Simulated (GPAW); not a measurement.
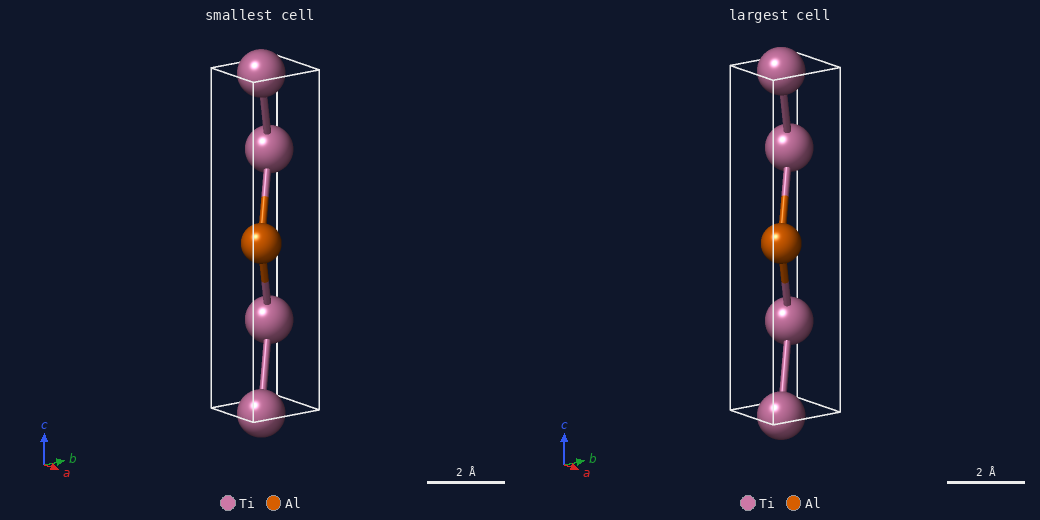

Ti₃Al, space group P-6m2 (No. 187), relaxed (cell and atoms, zero pressure) with five choices of dispersion term on top of PBEsol; the smallest and the largest of the relaxed conventional cells are drawn to one scale (sticks follow a distance rule). The start was a structure listed in the Materials Project. It needn't be the stable form of this composition.

Alike in all runs: GPAW 26.7.0; functional PBEsol; potentials PAW data sets generated in the run's folder for this functional; cutoff 600 eV; k mesh 8 × 8 × 2 on the run's cell of 4 atoms; occupations fermi-dirac, width 0.05 eV; no spin polarisation; no spin-orbit coupling. All runs are metallic.

| level | volume (Å³/atom) | a (Å) | c (Å) |
| --- | --- | --- | --- |
| D3(BJ)-ATM | 15.96 | 2.861 | 9.003 |
| D4 | 16.35 | 2.885 | 9.073 |
| D3(BJ) | 15.81 | 2.851 | 8.988 |
| none | ? | ? | ? |
| D3 | 16.00 | 2.864 | 9.008 |

### What does none give?

Volume 16.54 Å³/atom; a 2.896 Å; c 9.108 Å. That is the largest volume of all.

### Order the levels by the relaxed volume, smallest first.

D3(BJ) (15.81 Å³/atom), D3(BJ)-ATM (15.96 Å³/atom), D3 (16.00 Å³/atom), D4 (16.35 Å³/atom), none (16.54 Å³/atom). Rows within a few tenths of a per cent can't be told apart.

Caveat: later steps reuse the first step's grids; pairwise dispersion terms can overbind metals strongly.
